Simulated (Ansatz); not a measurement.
# Energy of Al₃GaN₄ along a strain of the cell

System: Al₃GaN₄ (R3m, 8 atoms in the cell).
Method: DFT PBEsol, scalar-relativistic, plane waves, PAW, no spin polarisation (Ansatz 0.2.0).

The 6 runs differ only in the geometry, by a strain of the cell at fixed fractional positions. Against run 4, the strain is εxx = −0.04 η, εxy = η, εxz = η, εyy = −0.04 η, εyz = η and εzz = −0.04 η. The structure derives from a Materials Project entry.

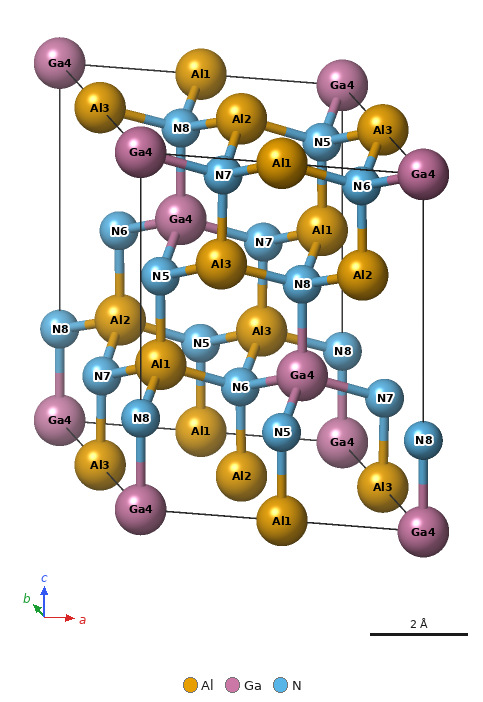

Figure 1. The structure of run 4 (ball-and-stick view of the cell 3 times as large as that of the calculation, set on its symmetry axes, seen slightly off an axis; atoms are numbered from 1 in the order of the input).

## Input of run 4
```yaml
crystal:
  lattice:
    - [4.3630472571, 0.0808706234, 0.0808706234]
    - [0.0808706234, 4.3630472571, 0.0808706234]
    - [0.0808706234, 0.0808706234, 4.3630472571]
  atoms:
    - { symbol: Al, position: [0.5, 0.5, 0.0] }
    - { symbol: Al, position: [0.5, 0.0, 0.5] }
    - { symbol: Al, position: [0.0, 0.5, 0.5] }
    - { symbol: Ga, position: [0.0, 0.0, 0.0] }
    - { symbol: "N", position: [0.7447140287, 0.7447140287, 0.2552859713] }
    - { symbol: "N", position: [0.7447140287, 0.2552859713, 0.7447140287] }
    - { symbol: "N", position: [0.2552859713, 0.7447140287, 0.7447140287] }
    - { symbol: "N", position: [0.2552859713, 0.2552859713, 0.2552859713] }
basis:
  ecutwfc: 520.0
kpoints:
  mp_grid: { grid: [6, 6, 6] }
hamiltonian:
  xc: pbesol
scf:
  occupations: { method: gaussian, width: 0.05 }
output:
  forces: true
  stress: true
  eigenvalues: true
```

Command:
```bash
ansatz run input.yaml --threads 2 --pin off --max-ram 4096MiB --backend cpu --events-out ev --progress --plain --runs-dir out
```

Run 5 differs from it as follows:
```diff
-    - [4.3630472571, 0.0808706234, 0.0808706234]
-    - [0.0808706234, 4.3630472571, 0.0808706234]
-    - [0.0808706234, 0.0808706234, 4.3630472571]
+    - [4.3630472571, 0.1615208909, 0.1615208909]
+    - [0.1615208909, 4.3630472571, 0.1615208909]
+    - [0.1615208909, 0.1615208909, 4.3630472571]
```

## Results, with one run withheld

| run | strain parameter η (%) | free energy per atom, from the lowest run given (meV) | pressure (GPa) | gap on the mesh (eV) |
| --- | --- | --- | --- | --- |
| 1 | −5.4581 | 140.32 | 11.28 | 2.90 |
| 2 | −3.6421 | 33.13 | 7.51 | 3.12 |
| 3 | −1.8210 | 0.00 | 6.33 | 3.34 |
| 4 | 0.0000 | 30.05 | 7.41 | 3.13 |
| 5 | 1.8161 | ? | ? | ? |
| 6 | 3.6371 | 251.45 | 15.32 | 2.36 |

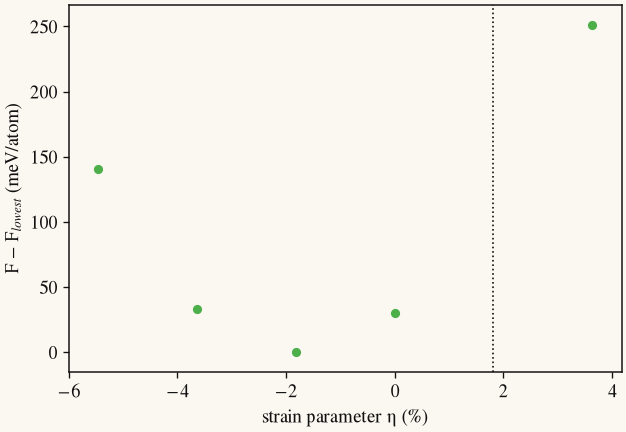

Figure 2. Free energy per atom of the runs given; the dotted line marks run 5.

Fit the runs given and predict run 5.

A cubic polynomial in the coordinate, fitted to the 5 runs given, misses them by at most 0.47 meV per atom. With x = η + 1.4568, it reads F = 0.77976 + 6.9136 x + 9.4982 x² − 0.23476 x³ (meV per atom). At run 5 it gives 116.92 meV per atom, and the run itself gives 115.35. The fit has its minimum at η = −1.8160 %. So low a polynomial doesn't follow these energies more closely. The gap on the mesh lies between 2.36 eV (run 6) and 3.34 eV (run 3); run 5 has 2.81 eV. These are gaps of this functional on this mesh, which can miss the band edges; they aren't the measured gap.

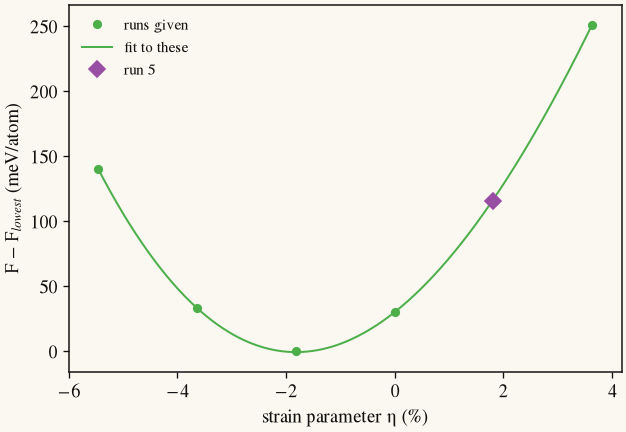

Figure 3. The fit and the withheld run.

## Output, shortened to warnings, some set-up lines, iterations and results (run 5)
```
Basis set: ecut = 520 eV, 2195 PW (Γ), exchange–correlation on 72×72×72 points (8 copies of the dense FFT grid, shifted against one another)
Symmetry: 6 space group operations
k-points: 32 of 216 (time reversal used)
Initial density: superposition of atomic densities (neutral atoms: chi_scale 0, normalization atom), corrected by the library's trained network
[...]
SCF iter   1: F=—  HF=-6839.649273 eV  |F-HF|=—  |Δ(HF+E_count)|=         —  Δρ=1.05e-2  dr2=9.16e-2  ethr=1.77e-3  ⟨swp⟩=7.0  Hψ=4696  notcnv=0  defer=1
SCF iter   2: F=—  HF=-6839.623061 eV  |F-HF|=—  |Δ(HF+E_count)|=   2.62e-2  Δρ=1.88e-3  dr2=2.51e-3  ethr=2.18e-4  ⟨swp⟩=2.4  Hψ=1756  notcnv=0  defer=115
SCF iter   3: F=—  HF=-6839.622633 eV  |F-HF|=—  |Δ(HF+E_count)|=   4.28e-4  Δρ=9.33e-4  dr2=5.63e-4  ethr=5.97e-6  ⟨swp⟩=1.6  Hψ=1008  notcnv=0  defer=84
SCF iter   4: F=—  HF=-6839.622528 eV  |F-HF|=—  |Δ(HF+E_count)|=   1.05e-4  Δρ=1.11e-4  dr2=1.01e-5  ethr=1.34e-6  ⟨swp⟩=2.7  Hψ=1508  notcnv=0  defer=84
SCF iter   5: F=—  HF=-6839.622514 eV  |F-HF|=—  |Δ(HF+E_count)|=   1.42e-5  Δρ=7.68e-5  dr2=3.11e-6  ethr=2.40e-8  ⟨swp⟩=2.0  Hψ=1478  notcnv=0  defer=84
SCF iter   6: F=—  HF=-6839.622512 eV  |F-HF|=—  |Δ(HF+E_count)|=   1.59e-6  Δρ=2.22e-5  dr2=3.44e-7  ethr=7.42e-9  ⟨swp⟩=2.7  Hψ=1533  notcnv=0  defer=84
SCF iter   7: F=-6839.622512 eV  HF=-6839.622512 eV  |F-HF|=4.22e-8  |Δ(HF+E_count)|=   5.15e-8  Δρ=6.72e-6  dr2=3.39e-8  ethr=2.38e-10  ⟨swp⟩=8.9  Hψ=3784  notcnv=0
SCF 1 converged in 7 iterations: F = -6839.622512 eV  dr2 = 3.39e-8
SCF converged after 7 iterations
Free energy (F): -6839.622512 eV
Harris-Foulkes:  -6839.622512 eV  (|F-HF|=4.22e-8)
Internal energy: -6839.622512 eV  (E = F + TS)
E sigma→0 (E₀):  -6839.622512 eV
Fermi energy:    9.539702 eV
--- Per-component energies (eV) ---
  E_band       = 36.203365
  E_kinetic    = 729.232840
  E_local      = -3047.762208  (includes V_loc(G=0)·N_el)
  E_nonlocal   = 645.037995
  E_hartree    = 1338.073122
  E_xc         = -431.650572
  E_vxc        = -458.607752  (∫ρ·V_xc dr)
  E_paw        = -3810.178763  (= ΣΔE_a)
  E_vpaw       = -507.839555  (= ΣTr[D̂ρ^β])
  E_aug_tail   = 0.000023  (compensation charges beyond the density's cutoff)
  E_ewald      = -2263.407739
  E_core_change = 1.032790  (= ΣΔE_core)
  E_smearing   = -0.000000  (= −TS)
  E_closure    = -0.000000  (closes the sum)
  Σ components = -6839.622512   (vs F -6839.622512, Δ=0.00e0)
--- Forces (eV/Å), atoms counted from 1 ---
  atom   1  Al     0.47126494     0.47126494     0.50676397
  atom   2  Al     0.47126494     0.50676397     0.47126494
  atom   3  Al     0.50676397     0.47126494     0.47126494
  atom   4  Ga     0.51898917     0.51898917     0.51898917
  atom   5  N     -0.51170165    -0.51170165    -0.53977765
  atom   6  N     -0.51170165    -0.53977765    -0.51170165
  atom   7  N     -0.53977765    -0.51170165    -0.51170165
  atom   8  N     -0.40514675    -0.40514675    -0.40514675
  max |Σ_I F_I| component: 4.47e-5 eV/Å
--- Stress (GPa, compression-positive) ---
       10.454811     -15.667081     -15.667081
      -15.667081      10.454811     -15.667081
      -15.667081     -15.667081      10.454811
  P = ⅓ Tr σ = 10.4548 GPa (104.548 kbar)
```
